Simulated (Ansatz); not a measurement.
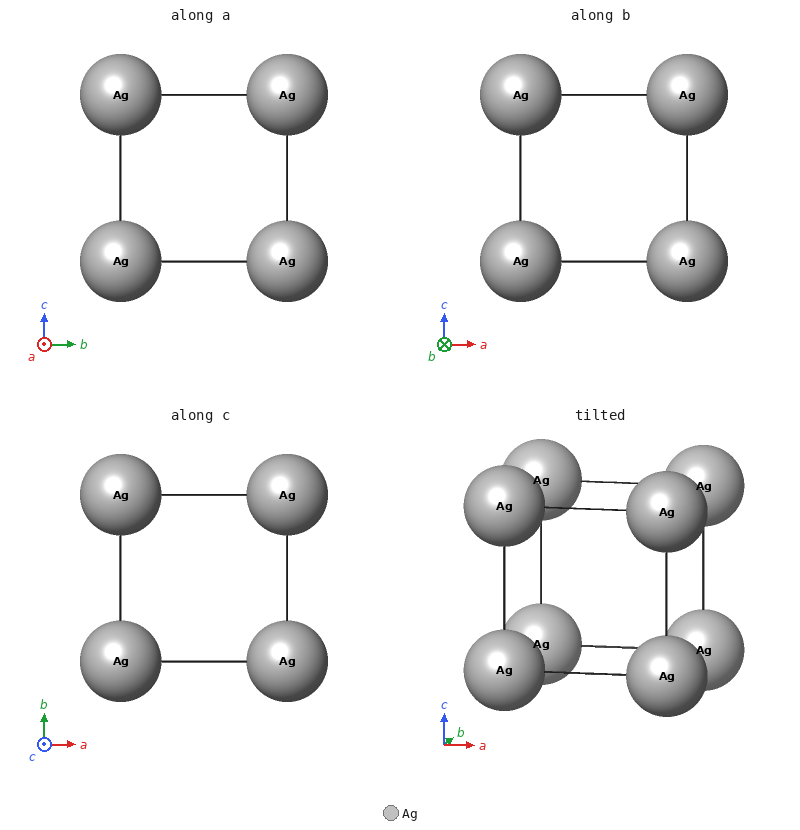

Structure drawing (spheres-only), viewed along the a axis, along the b axis, along the c axis and slightly off an axis. The edges of the conventional unit cell are marked.

Lattice parameters: a = 2.7235 Å, b = 2.7235 Å, c = 2.7235 Å, α = 90.000°, β = 90.000°, γ = 90.000°.

Question: Transcribe the picture into a CIF with its space group and independent sites.

Answer:
```cif
data_structure
_symmetry_space_group_name_H-M 'P m -3 m'
_symmetry_Int_Tables_number 221
_cell_length_a 2.7235
_cell_length_b 2.7235
_cell_length_c 2.7235
_cell_angle_alpha 90.000
_cell_angle_beta 90.000
_cell_angle_gamma 90.000
_cell_volume 20.20
loop_
_atom_site_label
_atom_site_type_symbol
_atom_site_symmetry_multiplicity
_atom_site_Wyckoff_symbol
_atom_site_fract_x
_atom_site_fract_y
_atom_site_fract_z
_atom_site_occupancy
Ag1 Ag 1 a 0.0000 0.0000 0.0000 1
```

It derives from a structure type filled with this element by a generator (whether the element takes this form wasn't checked). Earlier steps of the study may have refined or changed the cell and positions. An electronic-structure calculation with Ansatz was run on it.

At this level of theory the cell isn't at rest (compressed, at 6 GPa), so its distances can differ from those at equilibrium, the more so the softer the solid.
